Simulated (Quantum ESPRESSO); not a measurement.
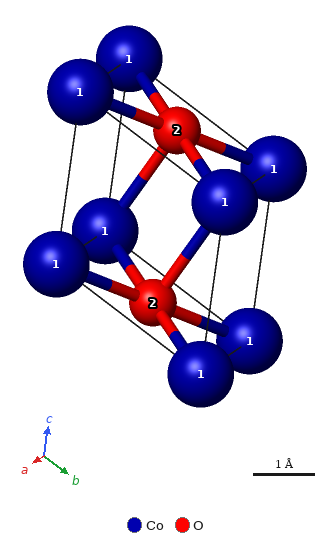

*The structure (ball-and-stick view of the cell of the calculation, seen slightly off an axis; atoms are numbered from 1 in the order of the input). An atom can appear more than once, as a periodic image.*

Run report: CoO, relaxation of cell and atoms (part 1 of 2)

System: CoO (I4/mmm, 2 atoms in the cell).
Method: Kohn-Sham DFT of a periodic cell, PBEsol, GBRV 1.5 PBEsol, spin-polarised (Quantum ESPRESSO 7.5).

The structure derives from an entry of the Crystallography Open Database.

### Output
```
This program is part of the open-source Quantum ESPRESSO suite
     for quantum simulation of materials; please cite
         "P. Giannozzi et al., J. Phys.:Condens. Matter 21 395502 (2009);
         "P. Giannozzi et al., J. Phys.:Condens. Matter 29 465901 (2017);
         "P. Giannozzi et al., J. Chem. Phys. 152 154105 (2020);
          URL
     in publications or presentations arising from this work. More details at

     Message from routine setup:
     using ibrav=0 with symmetry is DISCOURAGED, use correct ibrav instead

     K-points division:     npool     =       2
     Subspace diagonalization in iterative solution of the eigenvalue problem:
     a serial algorithm will be used

     G-vector sticks info
     --------------------
     sticks:   dense  smooth     PW     G-vecs:    dense   smooth      PW
     Sum        1317     661    241                25565     8985    2053

     Using Slab Decomposition

     bravais-lattice index     =            0
     lattice parameter (alat)  =       5.6656  a.u.
     unit-cell volume          =     129.3525 (a.u.)^3
     number of atoms/cell      =            2
     number of atomic types    =            2
     number of electrons       =        23.00
     number of Kohn-Sham states=           21
     kinetic-energy cutoff     =      64.0000  Ry
     charge density cutoff     =     515.0000  Ry
     scf convergence threshold =      4.0E-10
     mixing beta               =       0.3000
     number of iterations used =            8  plain     mixing
     energy convergence thresh.=      1.0E-05
     force convergence thresh. =      4.0E-04
     press convergence thresh. =      3.0E-01
     Exchange-correlation= SLA  PW   PSX  PSC
                           (   1   4  10   8   0   0   0)
     nstep                     =           40

     celldm(1)=   5.665593  celldm(2)=   0.000000  celldm(3)=   0.000000
     celldm(4)=   0.000000  celldm(5)=   0.000000  celldm(6)=   0.000000

     crystal axes: (cart. coord. in units of alat)
               a(1) = (  -0.502985   0.502985   0.702860 )
               a(2) = (   0.502985  -0.502985   0.702860 )
               a(3) = (   0.502985   0.502985  -0.702860 )

     reciprocal axes: (cart. coord. in units 2 pi/alat)
               b(1) = (  0.000000  0.994066  0.711379 )
               b(2) = (  0.994066  0.000000  0.711379 )
               b(3) = (  0.994066  0.994066  0.000000 )

     PseudoPot. # 1 for Co read from file:
     co_pbesol_v1.2.uspp.F.UPF
     Pseudo is Ultrasoft + core correction, Zval = 17.0
     Generated by new atomic code, or converted to UPF format
     Using radial grid of  863 points,  6 beta functions with:
                l(1) =   0
                l(2) =   0
                l(3) =   1
                l(4) =   1
                l(5) =   2
                l(6) =   2
     Q(r) pseudized with  8 coefficients,  rinner =    1.200   1.200   1.200
                                                       1.200   1.200

     PseudoPot. # 2 for O  read from file:
     o_pbesol_v1.2.uspp.F.UPF
     Pseudo is Ultrasoft + core correction, Zval =  6.0
     Generated by new atomic code, or converted to UPF format
     Using radial grid of  737 points,  5 beta functions with:
                l(1) =   0
                l(2) =   0
                l(3) =   1
                l(4) =   1
                l(5) =   2
     Q(r) pseudized with  8 coefficients,  rinner =    0.900   0.900   0.900
                                                       0.900   0.900

     atomic species   valence    mass     pseudopotential
     Co               17.00    58.93320     Co( 1.00)
     O                 6.00    15.99900     O ( 1.00)

     Starting magnetic structure
     atomic species   magnetization
     Co              0.118
     O               0.000

     16 Sym. Ops., with inversion, found

   Cartesian axes

     site n.     atom                  positions (alat units)
         1        Co     tau(   1) = (   0.0000000   0.0000000   0.0000000  )
         2        O      tau(   2) = (   0.0000000   0.0000000   0.7028603  )

     number of k points=    59  Fermi-Dirac smearing, width (Ry)=  0.0037
                       cart. coord. in units 2pi/alat
        k(    1) = (   0.0000000   0.0000000   0.0000000), wk =   0.0019531
        k(    2) = (   0.1242582   0.1242582   0.0000000), wk =   0.0078125
        k(    3) = (   0.2485165   0.2485165   0.0000000), wk =   0.0078125
        k(    4) = (   0.3727747   0.3727747   0.0000000), wk =   0.0078125
        k(    5) = (  -0.4970330  -0.4970330   0.0000000), wk =   0.0039062
        k(    6) = (   0.1242582   0.0000000   0.0889224), wk =   0.0156250
        k(    7) = (   0.2485165   0.1242582   0.0889224), wk =   0.0312500
        k(    8) = (   0.3727747   0.2485165   0.0889224), wk =   0.0312500
        k(    9) = (   0.4970330   0.3727747   0.0889224), wk =   0.0312500
        k(   10) = (   0.2485165   0.0000000   0.1778447), wk =   0.0156250
        k(   11) = (   0.3727747   0.1242582   0.1778447), wk =   0.0312500
        k(   12) = (   0.4970330   0.2485165   0.1778447), wk =   0.0312500
        k(   13) = (   0.6212912   0.3727747   0.1778447), wk =   0.0156250
        k(   14) = (   0.1242582  -0.1242582   0.1778447), wk =   0.0156250
        k(   15) = (   0.3727747   0.0000000   0.2667671), wk =   0.0156250
        k(   16) = (   0.4970330   0.1242582   0.2667671), wk =   0.0312500
        k(   17) = (   0.6212912   0.2485165   0.2667671), wk =   0.0312500
        k(   18) = (   0.1242582  -0.2485165   0.2667671), wk =   0.0312500
        k(   19) = (  -0.4970330  -0.0000000  -0.3556894), wk =   0.0078125
        k(   20) = (  -0.3727747   0.1242582  -0.3556894), wk =   0.0312500
        k(   21) = (  -0.2485165   0.2485165  -0.3556894), wk =   0.0156250
        k(   22) = (   0.2485165   0.2485165   0.1778447), wk =   0.0156250
        k(   23) = (   0.3727747   0.3727747   0.1778447), wk =   0.0156250
        k(   24) = (   0.4970330   0.4970330   0.1778447), wk =   0.0078125
        k(   25) = (   0.0000000   0.0000000   0.1778447), wk =   0.0039062
        k(   26) = (   0.3727747   0.2485165   0.2667671), wk =   0.0312500
        k(   27) = (   0.4970330   0.3727747   0.2667671), wk =   0.0312500
        k(   28) = (   0.0000000  -0.1242582   0.2667671), wk =   0.0156250
        k(   29) = (   0.4970330   0.2485165   0.3556894), wk =   0.0156250
        k(   30) = (   0.6212912   0.3727747   0.3556894), wk =   0.0156250
        k(   31) = (  -0.0000000  -0.2485165   0.3556894), wk =   0.0156250
        k(   32) = (   0.1242582  -0.1242582   0.3556894), wk =   0.0156250
        k(   33) = (  -0.9940659  -0.3727747  -0.2667671), wk =   0.0156250
        k(   34) = (  -0.8698077  -0.2485165  -0.2667671), wk =   0.0312500
        k(   35) = (   0.0000000   0.4970330  -0.1778447), wk =   0.0156250
        k(   36) = (  -0.8698077  -0.3727747  -0.1778447), wk =   0.0312500
        k(   37) = (  -0.7455494  -0.2485165  -0.1778447), wk =   0.0156250
        k(   38) = (   0.0000000   0.3727747  -0.0889224), wk =   0.0156250
        k(   39) = (   0.1242582   0.4970330  -0.0889224), wk =   0.0312500
        k(   40) = (  -0.7455494  -0.3727747  -0.0889224), wk =   0.0312500
        k(   41) = (   0.0000000   0.2485165   0.0000000), wk =   0.0078125
        k(   42) = (   0.1242582   0.3727747   0.0000000), wk =   0.0156250
        k(   43) = (   0.2485165   0.4970330   0.0000000), wk =   0.0156250
        k(   44) = (  -0.6212912  -0.3727747   0.0000000), wk =   0.0078125
        k(   45) = (   0.4970330   0.4970330   0.3556894), wk =   0.0039062
        k(   46) = (   0.0000000   0.0000000   0.3556894), wk =   0.0039062
        k(   47) = (  -0.0000000  -0.1242582   0.4446118), wk =   0.0156250
        k(   48) = (  -0.9940659  -0.2485165  -0.1778447), wk =   0.0156250
        k(   49) = (  -0.8698077  -0.1242582  -0.1778447), wk =   0.0156250
        k(   50) = (   0.0000000   0.6212912  -0.0889224), wk =   0.0156250
        k(   51) = (  -0.8698077  -0.2485165  -0.0889224), wk =   0.0312500
        k(   52) = (   0.0000000   0.4970330   0.0000000), wk =   0.0078125
        k(   53) = (   0.1242582   0.6212912   0.0000000), wk =   0.0156250
        k(   54) = (  -0.7455494  -0.2485165   0.0000000), wk =   0.0078125
        k(   55) = (  -0.0000000  -0.0000000   0.5335342), wk =   0.0039062
        k(   56) = (  -0.9940659  -0.1242582  -0.0889224), wk =   0.0156250
        k(   57) = (   0.0000000   0.7455494   0.0000000), wk =   0.0078125
        k(   58) = (  -0.8698077  -0.1242582   0.0000000), wk =   0.0078125
        k(   59) = (  -0.9940659  -0.9940659  -0.7113789), wk =   0.0019531

     Dense  grid:    25565 G-vectors     FFT dimensions: (  45,  45,  45)

     Smooth grid:     8985 G-vectors     FFT dimensions: (  30,  30,  30)

     Check: negative core charge=   -0.000011
     Generating pointlists ...
     new r_m :   0.2899 (alat units)  1.6426 (a.u.) for type    1
     new r_m :   0.2899 (alat units)  1.6426 (a.u.) for type    2

     Initial potential from superposition of free atoms

     starting charge      22.0000, renormalised to      23.0000
     Starting wfcs are   17 randomized atomic wfcs +    4 random wfcs

     Self-consistent Calculation

     iteration #  1     ecut=    64.00 Ry     beta= 0.30
     Davidson diagonalization with overlap
     ethr =  1.00E-02,  avg # of iterations =  5.2

     total energy              =    -328.01880582 Ry
     estimated scf accuracy    <       7.41785296 Ry

     total magnetization       =     2.54 Bohr mag/cell
     absolute magnetization    =     2.57 Bohr mag/cell

     iteration #  2     ecut=    64.00 Ry     beta= 0.30
     Davidson diagonalization with overlap
     ethr =  1.00E-02,  avg # of iterations =  2.1

     total energy              =    -329.26479409 Ry
     estimated scf accuracy    <       9.09774151 Ry

     total magnetization       =     0.27 Bohr mag/cell
     absolute magnetization    =     0.29 Bohr mag/cell

     iteration #  3     ecut=    64.00 Ry     beta= 0.30
     Davidson diagonalization with overlap
     ethr =  1.00E-02,  avg # of iterations =  1.5

     total energy              =    -330.41738528 Ry
     estimated scf accuracy    <       0.18959532 Ry

     total magnetization       =     2.73 Bohr mag/cell
     absolute magnetization    =     2.74 Bohr mag/cell

     iteration #  4     ecut=    64.00 Ry     beta= 0.30
     Davidson diagonalization with overlap
     ethr =  8.24E-04,  avg # of iterations =  1.2

     total energy              =    -330.41369997 Ry
     estimated scf accuracy    <       0.05710630 Ry

     total magnetization       =     2.65 Bohr mag/cell
     absolute magnetization    =     2.65 Bohr mag/cell

     iteration #  5     ecut=    64.00 Ry     beta= 0.30
     Davidson diagonalization with overlap
     ethr =  2.48E-04,  avg # of iterations =  1.8

     total energy              =    -330.42608814 Ry
     estimated scf accuracy    <       0.03742632 Ry

     total magnetization       =     2.60 Bohr mag/cell
     absolute magnetization    =     2.61 Bohr mag/cell

     iteration #  6     ecut=    64.00 Ry     beta= 0.30
     Davidson diagonalization with overlap
     ethr =  1.63E-04,  avg # of iterations =  1.0

     total energy              =    -330.42965906 Ry
     estimated scf accuracy    <       0.00172851 Ry

     total magnetization       =     2.87 Bohr mag/cell
     absolute magnetization    =     2.88 Bohr mag/cell

     iteration #  7     ecut=    64.00 Ry     beta= 0.30
     Davidson diagonalization with overlap
     ethr =  7.52E-06,  avg # of iterations =  3.0

     total energy              =    -330.42965317 Ry
     estimated scf accuracy    <       0.00320985 Ry

     total magnetization       =     2.90 Bohr mag/cell
     absolute magnetization    =     2.91 Bohr mag/cell

     iteration #  8     ecut=    64.00 Ry     beta= 0.30
     Davidson diagonalization with overlap
     ethr =  7.52E-06,  avg # of iterations =  2.0

     total energy              =    -330.43077596 Ry
     estimated scf accuracy    <       0.00042365 Ry

     total magnetization       =     2.99 Bohr mag/cell
     absolute magnetization    =     3.02 Bohr mag/cell

     iteration #  9     ecut=    64.00 Ry     beta= 0.30
     Davidson diagonalization with overlap
     ethr =  1.84E-06,  avg # of iterations =  1.9
```
